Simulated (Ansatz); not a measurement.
Ti₃Al

Input

```
crystal:
  lattice:
    - [2.8130167711, 0.0, 0.0]
    - [-1.4065083855, 2.4361439851, 0.0]
    - [0.0, 0.0, 9.6957992986]
  atoms:
    - { symbol: Ti, position: [0.66666667, 0.33333333, 0.0] }
    - { symbol: Ti, position: [0.33333333, 0.66666667, 0.7459956104] }
    - { symbol: Ti, position: [0.33333333, 0.66666667, 0.2540043896] }
    - { symbol: Al, position: [0.66666667, 0.33333333, 0.5] }
basis:
  ecutwfc: 420
kpoints:
  mp_grid: { grid: [18, 18, 6] }
hamiltonian:
  xc: pbe
scf:
  occupations: { method: gaussian, width: 0.1 }
output:
  forces: true
  stress: true
  eigenvalues: true
  populations: true
  write_density: true
  write_potential: true
  elf: true
  volumetric_format: npy
```

Launched as:

```sh
ansatz run input.yaml --threads 1 --pin off --max-ram 1331MiB --backend cpu --events-out ev --progress --plain --runs-dir out
```

Below, planes, directions and counts refer to the conventional cell (a = 2.81 Å, b = 2.81 Å, c = 9.70 Å, α = 90.00°, β = 90.00°, γ = 120.00°).

Space group P-6m2; a structure from a database of computed crystals, not necessarily the ambient phase; changed on purpose from its base cell (strained and moved within the space group); computed pressure about 3 GPa in this cell; computed without spin polarisation.

These are results of DFT PBE, scalar-relativistic, plane waves, PAW in Ansatz 0.2.0, not measurements.

### What can the converged valence pseudo-density and electron localisation function tell about the bonding?

Ti–Al (2.89 Å): ρ is about 0.2 e/Å³ halfway; the ELF is about 0.40 at the midpoint.
Ti–Ti (2.95 Å): the density is about 0.18 e/Å³ at the midpoint; the ELF is about 0.25 at the midpoint (no localised pair shows between them).
The ELF has a maximum of about 0.75 in the space between the atoms, 2.0 Å from six Ti atoms, on no atom or two-centre bond.

### Metal or insulator at this level of theory?

It is metallic or semimetallic at this level of theory: no gap opens.

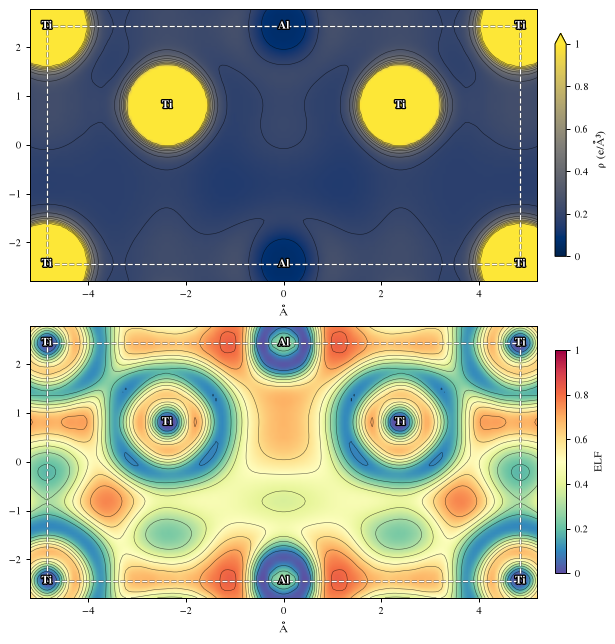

Computed valence pseudo-density and electron localisation function on the (110) plane of the conventional cell, in this order. 

Core electrons are frozen (PAW), and the valence fields are smoothed inside the atomic spheres.
